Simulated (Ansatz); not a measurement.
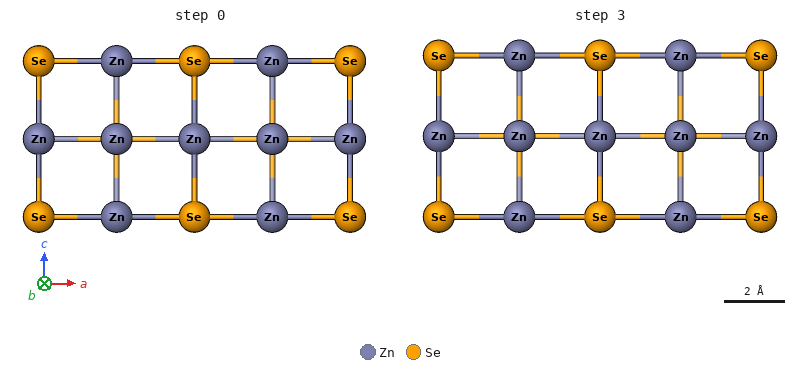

The structure of a crystal of Zn$_{3}$Se (a generated structure, set up in Im-3m) (coarse preliminary run) before (left) and after (right) a relaxation, at one scale.

A ball-and-stick model of the conventional cell (2 times the calculation's cell), repeated 2 × 1 × 1 with one cell outlined, seen along the b axis. Lengths and directions refer to the drawn axes.

These are results of DFT PBE, scalar-relativistic, plane waves, PAW (Ansatz), not measurements.

Input file:
```yaml
crystal:
  lattice:
    - [-2.61214951, 2.61214951, 2.61214951]
    - [2.61214951, -2.61214951, 2.61214951]
    - [2.61214951, 2.61214951, -2.61214951]
  atoms:
    - { symbol: Zn, position: [0.0, 0.5, 0.5] }
    - { symbol: Zn, position: [0.5, 0.0, 0.5] }
    - { symbol: Zn, position: [0.5, 0.5, 0.0] }
    - { symbol: Se, position: [0.0, 0.0, 0.0] }
basis:
  ecutwfc: 420
kpoints:
  mp_grid: { grid: [6, 6, 6] }
hamiltonian:
  xc: pbe
scf:
  occupations: { method: gaussian, width: 0.1 }
  lower_state_search: "off"
output:
  forces: true
  stress: true
  eigenvalues: true
relax:
  adjacent_minimum: "off"
  f_tol: 0.04
  max_steps: 70
  cell: { stress_tol: 0.4 }
```

Launched with:
```bash
ansatz run input.yaml --threads 1 --pin off --max-ram 2560MiB --backend cpu --events-out ev --progress --plain --runs-dir out
```

Describe what moved and what it gained.

Over 2 accepted moves (3 points after the start) the energy falls by 37.1 meV per atom. All forces vanish by symmetry, so only the cell relaxes. Pressure: 6.34 GPa at the start and 0.30 GPa at the end. At 1 point the geometry stayed and the basis and grid were re-selected for the new cell (energy shift of 0.7 meV per atom at most each time). The atoms keep their places relative to the cell (all moves are under 0.005 Å). The drawn cell changes as follows: a = b = c 5.224 → 5.410 Å (+3.6 %); the volume changes by +11.1 %. Among the contacts that change: Zn1–Se4 2.612 → 2.705 Å. The space group stays Im-3m (No. 229). The run took 10 s on 1 thread of Arm Neoverse V2, with other jobs on the host, peak memory 0.36 GiB.
